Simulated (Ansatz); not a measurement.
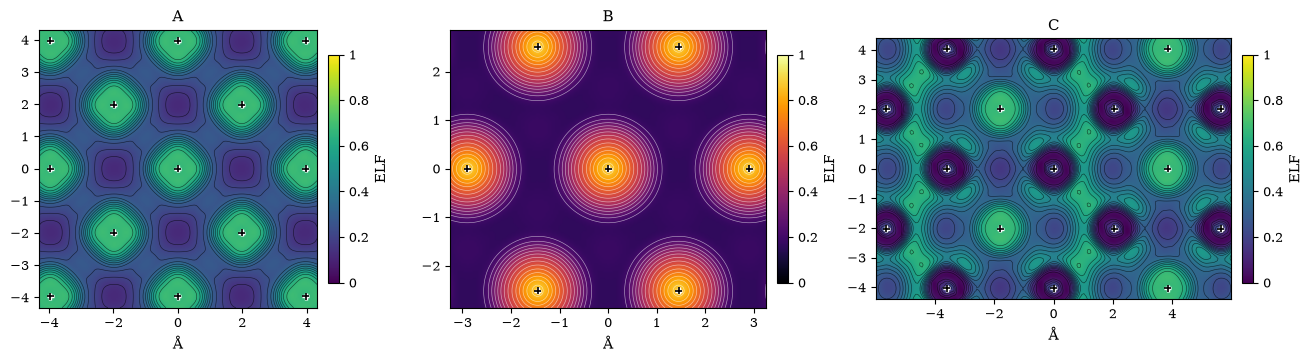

The ELF of 3 systems, each on a plane through atoms (crosses mark nuclei in the plane).

Method: DFT PBE, scalar-relativistic, plane waves, PAW (Ansatz 0.2.0).

System 1: Ag, the (001) plane of the conventional cell. Space group P6₃/mmc; computed pressure about 3 GPa in this cell.

System 2: Al$_{2}$Pt, the (110) plane of the conventional cell. Space group I4/mmm.

```xyz
6
Lattice="2.8537 0.0000 0.0000 0.0000 2.8537 0.0000 0.0000 0.0000 11.2737" Properties=species:S:1:pos:R:3 pbc="T T T"
Al    1.4269    1.4269    1.7949
Al    0.0000    0.0000    7.4317
Al    0.0000    0.0000    3.8420
Al    1.4269    1.4269    9.4788
Pt    0.0000    0.0000    0.0000
Pt    1.4269    1.4269    5.6369
```

System 3: Pt, the (100) plane of the conventional cell. Space group Fm-3m.

Q: Which map belongs to which system?

A: Panel A is system 3, Pt: the plane holds Pt. Pt–Pt (2.81 Å): the ELF is about 0.30 at the midpoint (no shared electron pair shows on this line). Panel B is system 1, Ag: the plane holds Ag. Ag–Ag (2.90 Å): the ELF is about 0.15 at the midpoint (no shared electron pair shows on this line). Panel C is system 2, Al$_{2}$Pt: the plane holds Al and Pt. Al–Pt (2.70 Å): the ELF is about 0.40 at the midpoint.
